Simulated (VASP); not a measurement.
**Band-structure calculation, with input and output: AgCl**

The run: band-structure calculation of AgCl (R-3m, 2 atoms in the cell). Method and program: DFT, r2SCAN, plane waves, PAW (VASP 6.6.1).

The structure was built on a prototype by a generator. The geometry comes from this level: r2SCAN (a point of a series of strains). It belongs to a series of runs on one base structure; here: shear_111 strain +0.3%.

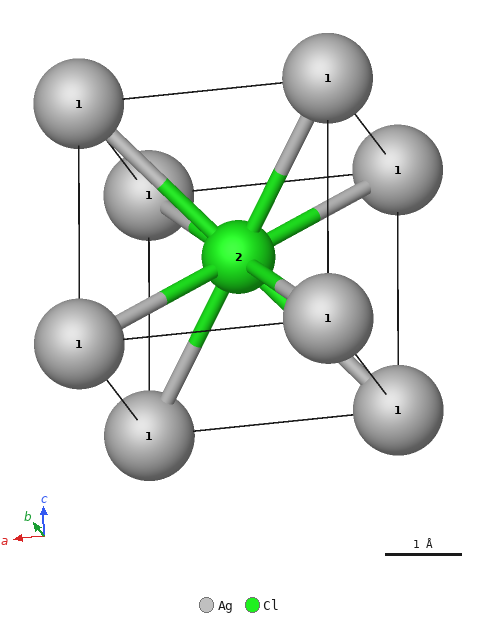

Figure 1. The structure (ball-and-stick view of the cell of the calculation, seen at an oblique angle; atoms are numbered from 1 in the order of the input). Near neighbours in the crystal (not all of them lie inside the picture): Ag has 8 Cl at 2.94 to 2.95 Å; Cl has 8 Ag at 2.94 to 2.95 Å.

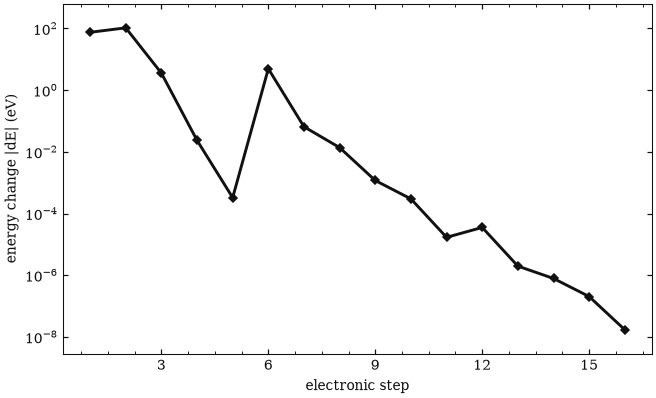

Figure 2. Convergence of the self-consistent field: energy change |dE| against the electronic step. It takes 16 electronic steps. The density is held fixed in the first few steps, and dE rises again when its update begins.

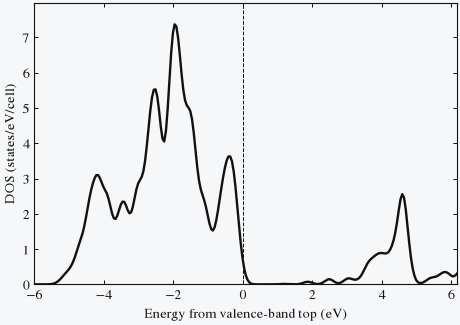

Figure 3. Density of states (the curve is built from the levels of the k mesh with Gaussians 0.3 eV wide, which also blur the band edges), with energies from the valence-band top. There is a gap of 1.18 eV on the k-point mesh. Small ripples come from the finite k-point mesh.

These pictures come from the run below.

**INCAR**
```
ENCUT = 520.000000
SIGMA = 0.010000
EDIFF = 1.00e-07
ALGO = Normal
METAGGA = R2SCAN
PREC = Accurate
IBRION = -1
ISIF = 2
ISMEAR = 0
NBANDS = 16
NELM = 120
NSW = 0
LASPH = .TRUE.
LCHARG = .FALSE.
LWAVE = .FALSE.
LREAL = .FALSE.
```

**KPOINTS**
```
KPOINTS created by Atomic Simulation Environment
0
Gamma
8 8 8
0 0 0
```

**KPOINTS_OPT**
```
special points
5
Reciprocal
0.0000000000 0.0000000000 0.0000000000 1
0.0000000000 0.5000000000 0.0000000000 1
0.5000000000 0.5000000000 0.0000000000 1
0.5000000000 0.5000000000 0.5000000000 1
0.0000000000 0.0000000000 0.5000000000 1
```

**POSCAR**
```
Ag Cl
 1.0000000000000000
     3.3995495613000002    0.0039615194000000    0.0039615194000000
     0.0039615194000000    3.3995495613000002    0.0039615194000000
     0.0039615194000000    0.0039615194000000    3.3995495613000002
 Ag  Cl
   1   1
Cartesian
  0.0000000000000000  0.0000000000000000  0.0000000000000000
  1.7037363000499994  1.7037363000499997  1.7037363000499999
```

Launched with:
```bash
mpirun -np 1 vasp_std
```

**OSZICAR**
```
N       E                     dE             d eps       ncg     rms          rms(c)
DAV:   1     0.752343887841E+02    0.75234E+02   -0.88196E+03  2080   0.105E+03
DAV:   2    -0.298398150927E+02   -0.10507E+03   -0.96557E+02  2632   0.231E+02
DAV:   3    -0.334167904586E+02   -0.35770E+01   -0.35679E+01  2504   0.449E+01
DAV:   4    -0.334404367386E+02   -0.23646E-01   -0.23645E-01  2704   0.394E+00
DAV:   5    -0.334407639899E+02   -0.32725E-03   -0.32725E-03  2536   0.461E-01    0.632E+00
DAV:   6    -0.284783112876E+02    0.49625E+01   -0.35659E+00  2088   0.220E+01    0.582E+00
DAV:   7    -0.284130464071E+02    0.65265E-01   -0.22224E-01  2216   0.441E+00    0.370E+00
DAV:   8    -0.283992933220E+02    0.13753E-01   -0.10040E-01  2432   0.352E+00    0.764E-01
DAV:   9    -0.284004717166E+02   -0.11784E-02   -0.46629E-03  2544   0.790E-01    0.292E-01
DAV:  10    -0.284001731813E+02    0.29854E-03   -0.95158E-04  2584   0.324E-01    0.121E-01
DAV:  11    -0.284001900947E+02   -0.16913E-04   -0.70667E-04  2408   0.223E-01    0.742E-02
DAV:  12    -0.284001546579E+02    0.35437E-04   -0.15537E-04  2184   0.144E-01    0.124E-02
DAV:  13    -0.284001566309E+02   -0.19731E-05   -0.37322E-06  2624   0.170E-02    0.709E-03
DAV:  14    -0.284001558463E+02    0.78461E-06   -0.81131E-07  2512   0.108E-02    0.197E-03
DAV:  15    -0.284001556432E+02    0.20317E-06   -0.86727E-08  1472   0.262E-03    0.635E-04
DAV:  16    -0.284001556602E+02   -0.17041E-07   -0.14808E-08  1224   0.152E-03
   1 F= -.28400156E+02 E0= -.28400156E+02  d E =-.273740E-95
       N       E                     dE             ncg
DAV:   1     0.202243669668E+04   -0.19403E+04      160
DAV:   2     0.147513310924E+04   -0.54730E+03      208
DAV:   3     0.145837066148E+04   -0.16762E+02      192
DAV:   4     0.145827845811E+04   -0.92203E-01      200
DAV:   5     0.145827708445E+04   -0.13737E-02      216
DAV:   6     0.145827705549E+04   -0.28958E-04      216
DAV:   7     0.145827705477E+04   -0.71831E-06      200
DAV:   8     0.145827705476E+04   -0.16581E-07      176
```

**Parts of OUTCAR**
```
k-points           NKPTS =     65   k-points in BZ     NKDIM =     65   number of bands    NBANDS=     16

   NELECT =      18.0000    total number of electrons

   dimension x,y,z NGX =    28 NGY =   28 NGZ =   28
   dimension x,y,z NGXF=    56 NGYF=   56 NGZF=   56

  energy-cutoff  :      520.00
  volume of cell :       39.29
      direct lattice vectors                 reciprocal lattice vectors
     3.399549561  0.003961519  0.003961519     0.294157415 -0.000342385 -0.000342385
     0.003961519  3.399549561  0.003961519    -0.000342385  0.294157415 -0.000342385
     0.003961519  0.003961519  3.399549561    -0.000342385 -0.000342385  0.294157415

 k-points in reciprocal lattice and weights: KPOINTS created by Atomic Simulation Env
   0.00000000  0.00000000  0.00000000       0.002
   0.12500000  0.00000000  0.00000000       0.012
   0.25000000  0.00000000  0.00000000       0.012
   0.37500000  0.00000000  0.00000000       0.012
   0.50000000  0.00000000  0.00000000       0.006
   0.12500000  0.12500000  0.00000000       0.012
   0.25000000  0.12500000  0.00000000       0.023
   0.37500000  0.12500000  0.00000000       0.023
   0.50000000  0.12500000  0.00000000       0.023
  -0.37500000  0.12500000  0.00000000       0.023
  -0.25000000  0.12500000  0.00000000       0.023
  -0.12500000  0.12500000  0.00000000       0.012
   0.25000000  0.25000000  0.00000000       0.012
   0.37500000  0.25000000  0.00000000       0.023
   0.50000000  0.25000000  0.00000000       0.023
  -0.37500000  0.25000000 -0.00000000       0.023
  -0.25000000  0.25000000  0.00000000       0.012
   0.37500000  0.37500000  0.00000000       0.012
   0.50000000  0.37500000  0.00000000       0.023
  -0.37500000  0.37500000  0.00000000       0.012
   0.50000000  0.50000000  0.00000000       0.006
   0.12500000  0.12500000  0.12500000       0.004
   0.25000000  0.12500000  0.12500000       0.012
   0.37500000  0.12500000  0.12500000       0.012
   0.50000000  0.12500000  0.12500000       0.012
  -0.37500000  0.12500000  0.12500000       0.012
  -0.25000000  0.12500000  0.12500000       0.012
  -0.12500000  0.12500000  0.12500000       0.012
   0.25000000  0.25000000  0.12500000       0.012
   0.37500000  0.25000000  0.12500000       0.023
   0.50000000  0.25000000  0.12500000       0.023
  -0.37500000  0.25000000  0.12500000       0.023
  -0.25000000  0.25000000  0.12500000       0.023
  -0.12500000  0.25000000  0.12500000       0.023
   0.37500000  0.37500000  0.12500000       0.012
   0.50000000  0.37500000  0.12500000       0.023
  -0.37500000  0.37500000  0.12500000       0.023
  -0.25000000  0.37500000  0.12500000       0.023
  -0.12500000  0.37500000  0.12500000       0.023
   0.50000000  0.50000000  0.12500000       0.012
  -0.37500000  0.50000000  0.12500000       0.023
  -0.25000000  0.50000000  0.12500000       0.023
  -0.12500000  0.50000000  0.12500000       0.012
  -0.37500000 -0.37500000  0.12500000       0.012
  -0.25000000 -0.37500000  0.12500000       0.023
  -0.25000000 -0.25000000  0.12500000       0.012
   0.25000000  0.25000000  0.25000000       0.004
   0.37500000  0.25000000  0.25000000       0.012
   0.50000000  0.25000000  0.25000000       0.012
  -0.37500000  0.25000000  0.25000000       0.012
  -0.25000000  0.25000000  0.25000000       0.012
   0.37500000  0.37500000  0.25000000       0.012
   0.50000000  0.37500000  0.25000000       0.023
  -0.37500000  0.37500000  0.25000000       0.023
  -0.25000000  0.37500000  0.25000000       0.023
   0.50000000  0.50000000  0.25000000       0.012
  -0.37500000  0.50000000  0.25000000       0.023
  -0.25000000  0.50000000  0.25000000       0.012
  -0.37500000 -0.37500000  0.25000000       0.012
   0.37500000  0.37500000  0.37500000       0.004
   0.50000000  0.37500000  0.37500000       0.012
  -0.37500000  0.37500000  0.37500000       0.012
   0.50000000  0.50000000  0.37500000       0.012
  -0.37500000  0.50000000  0.37500000       0.012
   0.50000000  0.50000000  0.50000000       0.002

 E-fermi :   4.1178

 k-point     1 :       0.0000    0.0000    0.0000
  band No.  band energies     occupation
      1     -11.4077      2.00000
      2       1.1498      2.00000
      3       1.1498      2.00000
      4       2.1317      2.00000
      5       2.1317      2.00000
      6       2.1349      2.00000
      7       2.2991      2.00000
      8       2.2991      2.00000
      9       2.3148      2.00000
     10       5.1492      0.00000
     11      13.9377      0.00000
     12      13.9377      0.00000
     13      18.8046      0.00000
     14      18.8587      0.00000
     15      18.8587      0.00000
     16      21.1541      0.00000

 k-point     2 :       0.1250    0.0000    0.0000
  band No.  band energies     occupation
      1     -11.3408      2.00000
      2       0.9011      2.00000
      3       1.1714      2.00000
      4       1.6881      2.00000
      5       1.6992      2.00000
      6       1.9500      2.00000
      7       2.1407      2.00000
      8       2.8028      2.00000
      9       2.8031      2.00000
     10       5.8459      0.00000
     11      13.9329      0.00000
     12      14.0249      0.00000
     13      17.7472      0.00000
     14      17.7600      0.00000
     15      18.3609      0.00000
     16      21.0904      0.00000

 k-point     3 :       0.2500    0.0000    0.0000
  band No.  band energies     occupation
      1     -11.1708      2.00000
      2      -0.0803      2.00000
      3       1.2241      2.00000
      4       1.2814      2.00000
      5       1.2965      2.00000
      6       2.0466      2.00000
      7       2.1600      2.00000
      8       3.3593      2.00000
      9       3.3666      2.00000
     10       7.0623      0.00000
     11      13.3728      0.00000
     12      13.9201      0.00000
     13      16.1969      0.00000
     14      16.2001      0.00000
     15      18.6818      0.00000
     16      20.9368      0.00000

 k-point     4 :       0.3750    0.0000    0.0000
  band No.  band energies     occupation
      1     -10.9874      2.00000
      2      -0.9657      2.00000
      3       1.0194      2.00000
      4       1.0376      2.00000
      5       1.2787      2.00000
      6       2.1793      2.00000
      7       2.3583      2.00000
      8       3.7902      2.00000
      9       3.8036      2.00000
     10       8.3620      0.00000
     11      11.7011      0.00000
     12      13.9050      0.00000
     13      15.0686      0.00000
     14      15.0789      0.00000
     15      20.7858      0.00000
     16      20.8213      0.00000

 k-point     5 :       0.5000    0.0000    0.0000
  band No.  band energies     occupation
      1     -10.9069      2.00000
      2      -1.3000      2.00000
      3       0.9295      2.00000
      4       0.9485      2.00000
      5       1.3013      2.00000
      6       2.1874      2.00000
      7       2.5042      2.00000
      8       3.9571      2.00000
      9       3.9730      2.00000
     10       9.5992      0.00000
     11      10.2138      0.00000
     12      13.8979      0.00000
     13      14.6587      0.00000
     14      14.6711      0.00000
     15      20.7004      0.00000
     16      20.7241      0.00000

 [... the levels of 59 k-points are left out ...]

 k-point    65 :       0.5000    0.5000    0.5000
  band No.  band energies     occupation
      1     -10.1736      2.00000
      2      -0.6283      2.00000
      3      -0.6283      2.00000
      4      -0.6230      2.00000
      5       2.4628      2.00000
      6       2.4628      2.00000
      7       3.7878      2.00000
      8       3.8053      2.00000
      9       3.8053      2.00000
     10       9.2292      0.00000
     11       9.2613      0.00000
     12       9.2613      0.00000
     13      11.5579      0.00000
     14      22.8342      0.00000
     15      22.8807      0.00000
     16      22.8807      0.00000

  Total       -0.0790316     -0.0790316     -0.0790316      0.0061123      0.0061123      0.0061123
  in kB       -3.2229153     -3.2229153     -3.2229153      0.2492585      0.2492585      0.2492585
  external PRESSURE =      -3.2229153 kB  Pullay stress =       0.0000000 kB

 POSITION                                       TOTAL-FORCE (eV/Angst)
 -----------------------------------------------------------------------------------
      0.00000      0.00000      0.00000         0.000000      0.000000      0.000000
      1.70374      1.70374      1.70374        -0.000000     -0.000000      0.000000
 -----------------------------------------------------------------------------------
    total drift:                               -0.000000      0.000000      0.000000

  FREE ENERGIE OF THE ION-ELECTRON SYSTEM (eV)
  ---------------------------------------------------
  free  energy   TOTEN  =       -28.4001556602 eV

  energy  without entropy=      -28.4001556602  energy(sigma->0) =      -28.40015566
```

**Results in brief**

```json
{"quantity": "outcome", "value": "converged"}
{"quantity": "space group (tolerance 0.01 Å)", "value": "R-3m (166)"}
{"quantity": "electrons treated", "value": "18"}
{"quantity": "free energy", "value": "−28.4002 eV"}
{"quantity": "Fermi energy", "value": "4.118 eV"}
{"quantity": "band gap", "value": "1.18 eV"}
{"quantity": "pressure", "value": "−0.32 GPa"}
{"quantity": "largest force (length of the vector)", "value": "under 0.001 eV/Å"}
{"quantity": "hardware", "value": "1 CPU thread, shared host"}
{"quantity": "wall time", "value": "2.1 min"}
{"quantity": "peak memory", "value": "0.21 GiB"}
```
